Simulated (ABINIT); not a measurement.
# Phonon bands calculation, with input and output: InAs (part 3 of 4)

InAs (F-43m, 2 atoms in the cell); Kohn-Sham DFT of a periodic cell, PBE, PseudoDojo NC SR PBE v0.4.1 standard, no spin polarisation (ABINIT 10.8.3); cutoff 1034.03 eV, 4×4×4 k-mesh, fermi-dirac of 0.05 eV. The structure derives from an entry of the Crystallography Open Database. The settings are looser than a standard set-up, so the numbers are not reference values.

Geometry of the input (Å; fractional positions):
```
0.0000  3.0180  3.0180
3.0180  0.0000  3.0180
3.0180  3.0180  0.0000
In 0.0000  0.0000  0.0000
As 0.7500  0.7500  0.7500
```

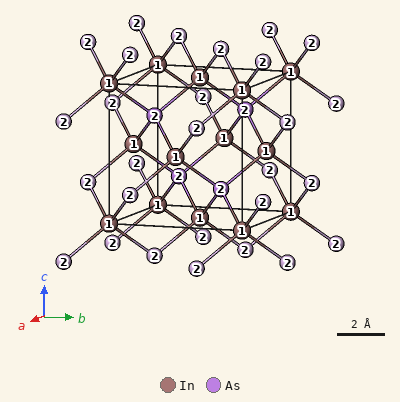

Fig. 1: The input geometry (ball-and-stick view of the cell 4 times as large as that of the calculation, set on its symmetry axes, seen slightly off an axis; neighbours outside the cell are drawn fainter; atoms are numbered from 1 in the order of the input).

Log, continued
```
--------------------------------------------------------------------------------
 Perturbation wavevector (in red.coord.)   0.500000  0.000000  0.000000
 Perturbation : displacement of atom   2   along direction   1
 Found     2 symmetries that leave the perturbation invariant.
 symkpt : the number of k-points, thanks to the symmetries,
 is reduced to    40 .

--------------------------------------------------------------------------------

--------------------------------------------------------------------------------

 dfpt_looppert : total number of electrons, from k and k+q
  fully or partially occupied states are    2.800000E+01 and    2.800000E+01.
 Initialisation of the first-order wave-functions :
  ireadwf=   0

--- !BeginCycle
iteration_state: {dtset: 3, }
solver: {iscf: 7, nstep: 80, nline: 4, wfoptalg: 0, }
tolerances: {tolvrs: 1.00E-08, }
...

     iter   2DEtotal(Ha)        deltaE(Ha) residm    vres2
-ETOT  1   19.795726234591     -6.397E+04 4.646E+01 1.187E+04
 ETOT  2   7.0544661602787     -1.274E+01 4.434E-01 8.726E+02
 ETOT  3   7.0129709481432     -4.150E-02 8.538E-03 4.632E+02
 ETOT  4   6.9903945650610     -2.258E-02 1.391E-03 1.648E+01
 ETOT  5   6.9891468202720     -1.248E-03 2.940E-04 9.506E+00
 ETOT  6   6.9887632133493     -3.836E-04 4.716E-05 1.854E-01
 ETOT  7   6.9887508061681     -1.241E-05 1.326E-05 2.146E-02
 ETOT  8   6.9887495057799     -1.300E-06 1.238E-06 2.664E-03
 ETOT  9   6.9887493421800     -1.636E-07 4.141E-07 5.051E-04
 ETOT 10   6.9887493188751     -2.330E-08 4.054E-08 4.050E-05
 ETOT 11   6.9887493164595     -2.416E-09 1.391E-08 1.782E-06
 ETOT 12   6.9887493162703     -1.892E-10 1.360E-09 1.270E-07
 ETOT 13   6.9887493162630     -7.276E-12 4.618E-10 9.641E-09

 At SCF step   13       vres2   =  9.64E-09 < tolvrs=  1.00E-08 =>converged.
================================================================================

 ----iterations are completed or convergence reached----

 Mean square residual over all n,k,spin=   19.639E-13; max=  46.181E-11

 2DEtotal=    0.6988749316E+01 Ha. Also 2DEtotal=    0.190173557021E+03 eV
    (2DErelax=   -6.3981456304E+04 Ha. 2DEnonrelax=    6.3988445053E+04 Ha)
    (  non-var. 2DEtotal :    6.9887133845E+00 Ha)

--------------------------------------------------------------------------------
 Perturbation wavevector (in red.coord.)   0.500000  0.000000  0.000000
 Perturbation : displacement of atom   2   along direction   2
 The set of symmetries contains only one element for this perturbation.
 symkpt : not enough symmetry to change the number of k points.

--------------------------------------------------------------------------------

--------------------------------------------------------------------------------

 dfpt_looppert : total number of electrons, from k and k+q
  fully or partially occupied states are    2.800000E+01 and    2.800000E+01.
 Initialisation of the first-order wave-functions :
  ireadwf=   0

--- !BeginCycle
iteration_state: {dtset: 3, }
solver: {iscf: 7, nstep: 80, nline: 4, wfoptalg: 0, }
tolerances: {tolvrs: 1.00E-08, }
...

     iter   2DEtotal(Ha)        deltaE(Ha) residm    vres2
-ETOT  1   17.966386956390     -6.369E+04 4.644E+01 1.182E+03
 ETOT  2   5.6889424359631     -1.228E+01 4.040E-01 1.101E+02
 ETOT  3   5.6633480951875     -2.559E-02 1.045E-02 2.406E+01
 ETOT  4   5.6591941486638     -4.154E-03 3.091E-03 1.941E+00
 ETOT  5   5.6587138684424     -4.803E-04 2.862E-04 1.615E-01
 ETOT  6   5.6587007121359     -1.316E-05 6.743E-05 5.706E-03
 ETOT  7   5.6586989643781     -1.748E-06 9.578E-06 8.306E-04
 ETOT  8   5.6586987922435     -1.721E-07 2.000E-06 6.478E-05
 ETOT  9   5.6586987839926     -8.251E-09 3.259E-07 1.319E-06
 ETOT 10   5.6586987837452     -2.474E-10 6.800E-08 5.686E-08
 ETOT 11   5.6586987836361     -1.091E-10 1.121E-08 9.398E-09

 At SCF step   11       vres2   =  9.40E-09 < tolvrs=  1.00E-08 =>converged.
================================================================================

 ----iterations are completed or convergence reached----

 Mean square residual over all n,k,spin=   44.924E-12; max=  11.211E-09

 2DEtotal=    0.5658698784E+01 Ha. Also 2DEtotal=    0.153981038251E+03 eV
    (2DErelax=   -6.3697539802E+04 Ha. 2DEnonrelax=    6.3703198500E+04 Ha)
    (  non-var. 2DEtotal :    5.6587604995E+00 Ha)

================================================================================

 ---- first-order wavefunction calculations are completed ----

 ==> Compute Derivative Database <==

  Dynamical matrix, in cartesian coordinates,
   if specified in the inputs, asr has been imposed
     j1       j2             matrix element
  dir pert dir pert     real part    imaginary part

   1    1   1    1         0.0910012739        -0.0000012887
   1    1   2    1        -0.0103484824         0.0000012887
   1    1   3    1        -0.0103484824         0.0000012887
   1    1   1    2         0.0425046401         0.0000002170
   1    1   2    2         0.0371568624         0.0000003875
   1    1   3    2         0.0371568624         0.0000003875

   2    1   1    1        -0.0103484824         0.0000012887
   2    1   2    1         0.0910012739        -0.0000012887
   2    1   3    1         0.0103484824        -0.0000012887
   2    1   1    2         0.0371568624         0.0000003875
   2    1   2    2         0.0425046401         0.0000002170
   2    1   3    2        -0.0371568624        -0.0000003875

   3    1   1    1        -0.0103484824         0.0000012887
   3    1   2    1         0.0103484824        -0.0000012887
   3    1   3    1         0.0910012739        -0.0000012887
   3    1   1    2         0.0371568624         0.0000003875
   3    1   2    2        -0.0371568624        -0.0000003875
   3    1   3    2         0.0425046401         0.0000002170

   1    2   1    1         0.0425045027        -0.0000002044
   1    2   2    1         0.0371567995        -0.0000004275
   1    2   3    1         0.0371567995        -0.0000004275
   1    2   1    2         0.0972039291        -0.0000024434
   1    2   2    2        -0.0102234203         0.0000024434
   1    2   3    2        -0.0102234203         0.0000024434

   2    2   1    1         0.0371567995        -0.0000004275
   2    2   2    1         0.0425045027        -0.0000002044
   2    2   3    1        -0.0371567995         0.0000004275
   2    2   1    2        -0.0102234203         0.0000024434
   2    2   2    2         0.0972039291        -0.0000024434
   2    2   3    2         0.0102234203        -0.0000024434

   3    2   1    1         0.0371567995        -0.0000004275
   3    2   2    1        -0.0371567995         0.0000004275
   3    2   3    1         0.0425045027        -0.0000002044
   3    2   1    2        -0.0102234203         0.0000024434
   3    2   2    2         0.0102234203        -0.0000024434
   3    2   3    2         0.0972039291        -0.0000024434

  Phonon wavevector (reduced coordinates) :  0.50000  0.00000  0.00000
 Phonon energies in Hartree :
   1.531084E-04  1.531084E-04  6.693602E-04  9.731738E-04  9.993857E-04
   9.993857E-04
 Phonon frequencies in cm-1    :
   3.360341E+01  3.360341E+01  1.469076E+02  2.135870E+02  2.193398E+02
   2.193398E+02

================================================================================
== DATASET  4 ==================================================================

--- !DatasetInfo
iteration_state: {dtset: 4, }
dimensions: {natom: 2, nkpt: 64, mband: 21, nsppol: 1, nspinor: 1, nspden: 1, mpw: 4184, }
cutoff_energies: {ecut:  38.0, pawecutdg:  -1.0, }
electrons: {nelect:   2.80000000E+01, charge:   0.00000000E+00, occopt:   3.00000000E+00, tsmear:   1.83746611E-03, }
meta: {optdriver: 1, rfphon: 1, }
...

 mkfilename : getwfk/=0, take file _WFK from output of DATASET   1.

 Exchange-correlation functional for the present dataset will be:
  GGA: Perdew-Burke-Ernzerhof functional - ixc=11
  J.P.Perdew, K.Burke, M.Ernzerhof, PRL 77, 3865 (1996)

 Real(R)+Recip(G) space primitive vectors, cartesian coordinates (Bohr,Bohr^-1):
 R(1)=  0.0000000  5.7031934  5.7031934  G(1)= -0.0876702  0.0876702  0.0876702
 R(2)=  5.7031934  0.0000000  5.7031934  G(2)=  0.0876702 -0.0876702  0.0876702
 R(3)=  5.7031934  5.7031934  0.0000000  G(3)=  0.0876702  0.0876702 -0.0876702
 Unit cell volume ucvol=  3.7100888E+02 bohr^3
 Angles (23,13,12)=  6.00000000E+01  6.00000000E+01  6.00000000E+01 degrees
 setup1 : take into account q-point for computing boxcut.

 getcut: wavevector=  0.5000  0.5000  0.0000  ngfft=  48  48  48
         ecut(hartree)=     38.000   => boxcut(ratio)=   2.10042
--------------------------------------------------------------------------------

 ==>  initialize data related to q vector <==

 The list of irreducible perturbations for this q vector is:
    1)    idir= 1    ipert=   1
    2)    idir= 1    ipert=   2

================================================================================

 The perturbation idir=   2  ipert=   1 is
 symmetric of a previously calculated perturbation.
 So, its SCF calculation is not needed.

 The perturbation idir=   3  ipert=   1 is
 symmetric of a previously calculated perturbation.
 So, its SCF calculation is not needed.

 The perturbation idir=   2  ipert=   2 is
 symmetric of a previously calculated perturbation.
 So, its SCF calculation is not needed.

 The perturbation idir=   3  ipert=   2 is
 symmetric of a previously calculated perturbation.
 So, its SCF calculation is not needed.

--------------------------------------------------------------------------------
 Perturbation wavevector (in red.coord.)   0.500000  0.500000  0.000000
 Perturbation : displacement of atom   1   along direction   1
 The set of symmetries contains only one element for this perturbation.
 symkpt : not enough symmetry to change the number of k points.

--------------------------------------------------------------------------------

--------------------------------------------------------------------------------

 dfpt_looppert : total number of electrons, from k and k+q
  fully or partially occupied states are    2.800000E+01 and    2.800000E+01.
 Initialisation of the first-order wave-functions :
  ireadwf=   0

--- !BeginCycle
iteration_state: {dtset: 4, }
solver: {iscf: 7, nstep: 80, nline: 4, wfoptalg: 0, }
tolerances: {tolvrs: 1.00E-08, }
...

     iter   2DEtotal(Ha)        deltaE(Ha) residm    vres2
-ETOT  1   13.666447659038     -1.698E+04 2.862E+01 8.539E+03
 ETOT  2   6.6003543349293     -7.066E+00 8.761E-01 1.959E+02
 ETOT  3   6.5623406167874     -3.801E-02 9.886E-03 3.884E+01
 ETOT  4   6.5595290760907     -2.812E-03 8.312E-03 8.124E+00
 ETOT  5   6.5581148689384     -1.414E-03 1.125E-04 1.049E+00
 ETOT  6   6.5580647010433     -5.017E-05 2.024E-04 2.289E-01
 ETOT  7   6.5580533813522     -1.132E-05 6.509E-06 4.571E-03
 ETOT  8   6.5580531003402     -2.810E-07 7.014E-06 7.763E-04
 ETOT  9   6.5580530239026     -7.644E-08 2.205E-07 4.954E-05
 ETOT 10   6.5580530154771     -8.426E-09 2.485E-07 6.349E-06
 ETOT 11   6.5580530148441     -6.330E-10 7.934E-09 1.453E-07
 ETOT 12   6.5580530148222     -2.183E-11 8.664E-09 5.521E-09

 At SCF step   12       vres2   =  5.52E-09 < tolvrs=  1.00E-08 =>converged.
================================================================================

 ----iterations are completed or convergence reached----

 Mean square residual over all n,k,spin=   10.870E-12; max=  86.638E-10

 2DEtotal=    0.6558053015E+01 Ha. Also 2DEtotal=    0.178453713608E+03 eV
    (2DErelax=   -1.6990960587E+04 Ha. 2DEnonrelax=    1.6997518640E+04 Ha)
    (  non-var. 2DEtotal :    6.5580449125E+00 Ha)

--------------------------------------------------------------------------------
 Perturbation wavevector (in red.coord.)   0.500000  0.500000  0.000000
 Perturbation : displacement of atom   2   along direction   1
 The set of symmetries contains only one element for this perturbation.
 symkpt : not enough symmetry to change the number of k points.

--------------------------------------------------------------------------------

--------------------------------------------------------------------------------

 dfpt_looppert : total number of electrons, from k and k+q
  fully or partially occupied states are    2.800000E+01 and    2.800000E+01.
 Initialisation of the first-order wave-functions :
  ireadwf=   0

--- !BeginCycle
iteration_state: {dtset: 4, }
solver: {iscf: 7, nstep: 80, nline: 4, wfoptalg: 0, }
tolerances: {tolvrs: 1.00E-08, }
...

     iter   2DEtotal(Ha)        deltaE(Ha) residm    vres2
-ETOT  1   19.410160630303     -6.387E+04 4.646E+01 4.998E+03
 ETOT  2   6.9283972401045     -1.248E+01 4.717E-01 6.462E+02
 ETOT  3   6.8807142626774     -4.768E-02 8.721E-03 1.339E+02
 ETOT  4   6.8696850601791     -1.103E-02 1.493E-03 9.808E+00
 ETOT  5   6.8685727772991     -1.112E-03 2.108E-04 2.919E+00
 ETOT  6   6.8684271370821     -1.456E-04 4.737E-05 5.211E-02
 ETOT  7   6.8684210928932     -6.044E-06 1.480E-05 8.720E-03
 ETOT  8   6.8684195824408     -1.510E-06 2.414E-06 7.331E-04
 ETOT  9   6.8684195204569     -6.198E-08 6.405E-07 1.201E-05
 ETOT 10   6.8684195186743     -1.783E-09 9.490E-08 1.363E-06
 ETOT 11   6.8684195186452     -2.910E-11 3.254E-08 1.668E-07
 ETOT 12   6.8684195187034      5.821E-11 3.757E-09 6.327E-09

 At SCF step   12       vres2   =  6.33E-09 < tolvrs=  1.00E-08 =>converged.
================================================================================

 ----iterations are completed or convergence reached----

 Mean square residual over all n,k,spin=   96.243E-13; max=  37.565E-10

 2DEtotal=    0.6868419519E+01 Ha. Also 2DEtotal=    0.186899216423E+03 eV
    (2DErelax=   -6.3881697821E+04 Ha. 2DEnonrelax=    6.3888566240E+04 Ha)
    (  non-var. 2DEtotal :    6.8684241169E+00 Ha)

================================================================================

 ---- first-order wavefunction calculations are completed ----

 ==> Compute Derivative Database <==

  Dynamical matrix, in cartesian coordinates,
   if specified in the inputs, asr has been imposed
     j1       j2             matrix element
  dir pert dir pert     real part    imaginary part

   1    1   1    1         0.0742420776         0.0000000000
   1    1   2    2        -0.0776225592        -0.0000001222

   2    1   2    1         0.0742420776         0.0000000000
   2    1   1    2        -0.0776225592        -0.0000001222

   3    1   3    1         0.1273924906         0.0000000000

   1    2   2    1        -0.0776225590         0.0000001228
   1    2   1    2         0.0962523651         0.0000000000

   2    2   1    1        -0.0776225590         0.0000001228
   2    2   2    2         0.0962523651         0.0000000000

   3    2   3    2         0.1149202657         0.0000000000

  Phonon wavevector (reduced coordinates) :  0.50000  0.50000  0.00000
 Phonon energies in Hartree :
   1.959502E-04  1.959502E-04  7.801589E-04  9.173071E-04  1.010484E-03
   1.010484E-03
 Phonon frequencies in cm-1    :
   4.300609E+01  4.300609E+01  1.712251E+02  2.013256E+02  2.217756E+02
   2.217756E+02

== END DATASET(S) ==============================================================
================================================================================

 -outvars: echo values of variables after computation  --------
            acell      1.0000000000E+00  1.0000000000E+00  1.0000000000E+00 Bohr
           etotal1    -1.7252964545E+02
           etotal2     4.8850410373E+00
           etotal3     5.6586987836E+00
           etotal4     6.8684195187E+00
            fcart1    -5.0163747340E-29 -5.0163747340E-29  1.5049124202E-28
                       5.0163747340E-29  5.0163747340E-29 -1.5049124202E-28
            fcart2     0.0000000000E+00  0.0000000000E+00  0.0000000000E+00
                       0.0000000000E+00  0.0000000000E+00  0.0000000000E+00
            fcart3     0.0000000000E+00  0.0000000000E+00  0.0000000000E+00
                       0.0000000000E+00  0.0000000000E+00  0.0000000000E+00
            fcart4     0.0000000000E+00  0.0000000000E+00  0.0000000000E+00
                       0.0000000000E+00  0.0000000000E+00  0.0000000000E+00
            rprim      0.0000000000E+00  5.7031934441E+00  5.7031934441E+00
                       5.7031934441E+00  0.0000000000E+00  5.7031934441E+00
                       5.7031934441E+00  5.7031934441E+00  0.0000000000E+00
           strten1    -1.4473363628E-04 -1.4473363628E-04 -1.4473363628E-04
                       0.0000000000E+00  0.0000000000E+00  0.0000000000E+00
           strten2     0.0000000000E+00  0.0000000000E+00  0.0000000000E+00
                       0.0000000000E+00  0.0000000000E+00  0.0000000000E+00
           strten3     0.0000000000E+00  0.0000000000E+00  0.0000000000E+00
                       0.0000000000E+00  0.0000000000E+00  0.0000000000E+00
           strten4     0.0000000000E+00  0.0000000000E+00  0.0000000000E+00
                       0.0000000000E+00  0.0000000000E+00  0.0000000000E+00
           xangst      0.0000000000E+00  0.0000000000E+00  0.0000000000E+00
                       4.5269999969E+00  4.5269999969E+00  4.5269999969E+00
             xred      0.0000000000E+00  0.0000000000E+00  0.0000000000E+00
                       7.5000000000E-01  7.5000000000E-01  7.5000000000E-01
 Calculation completed.
```

File anaddb.abo
```
.Version 10.8.3 of ANADDB
================================================================================

 -outvars_anaddb: echo values of input variables ----------------------

 Flags :
     ifcflag         1
 Miscellaneous information :
         asr         1
      chneut         0
 Interatomic Force Constants Inputs :
      dipdip         0
     dipquad         0
    quadquad         0
      ifcana         0
      ifcout         0
 Description of grid 1 :
        brav         1
       ngqpt         2         2         2
      nqshft         1
      q1shft
                     0.00000000E+00  0.00000000E+00  0.00000000E+00
 Phonon DOS information :
   dosdeltae  2.00000000E-05
    dossmear  4.55633525E-06
 Description of grid 2 (Fourier interp. or BZ sampling):
      ng2qpt        20        20        20
      ngrids         4
      q2shft         0.00000000E+00  0.00000000E+00  0.00000000E+00

================================================================================

 read the DDB information and perform some checks

  ==== Info on the Cryst% object ====
 Real(R)+Recip(G) space primitive vectors, cartesian coordinates (Bohr,Bohr^-1):
 R(1)=  0.0000000  5.7031934  5.7031934  G(1)= -0.0876702  0.0876702  0.0876702
 R(2)=  5.7031934  0.0000000  5.7031934  G(2)=  0.0876702 -0.0876702  0.0876702
 R(3)=  5.7031934  5.7031934  0.0000000  G(3)=  0.0876702  0.0876702 -0.0876702
 Unit cell volume ucvol=  3.7100888E+02 bohr^3
 Angles (23,13,12)=  6.00000000E+01  6.00000000E+01  6.00000000E+01 degrees
 Time-reversal symmetry is present
 Reduced atomic positions [iatom, xred, symbol]:
    1)    0.0000000  0.0000000  0.0000000  In
    2)    0.7500000  0.7500000  0.7500000  As

 DDB file with 5 blocks has been read.

================================================================================

 Calculation of the interatomic forces

       Homogeneous q point set in the B.Z.
 Grid q points  :        8
  1)   0.00000000E+00  0.00000000E+00  0.00000000E+00
  2)   5.00000000E-01  0.00000000E+00  0.00000000E+00
  3)   0.00000000E+00  5.00000000E-01  0.00000000E+00
  4)   5.00000000E-01  5.00000000E-01  0.00000000E+00
  5)   0.00000000E+00  0.00000000E+00  5.00000000E-01
  6)   5.00000000E-01  0.00000000E+00  5.00000000E-01
  7)   0.00000000E+00  5.00000000E-01  5.00000000E-01
  8)   5.00000000E-01  5.00000000E-01  5.00000000E-01

 The interatomic forces have been obtained

================================================================================

 Calculation of phonon density of states

 Average speed of sound partial sums:     0.1452791450E-02 (at units)

 Debye frequency from partial sums:     0.7880591784E-03 (Ha)
-Debye temperature from partial sums:     0.2488494066E+03 (K)

 Average speed of sound:     0.7106521404E-03 (at units)

 Debye frequency from DOS:     0.3854895635E-03 (Ha)
-Debye temperature from DOS:     0.1217279765E+03 (K)

================================================================================

 Treat the first list of vectors

 [... frequencies along the path: see the file of bands ...]
================================================================================

 anaddb : the run completed successfully.
```
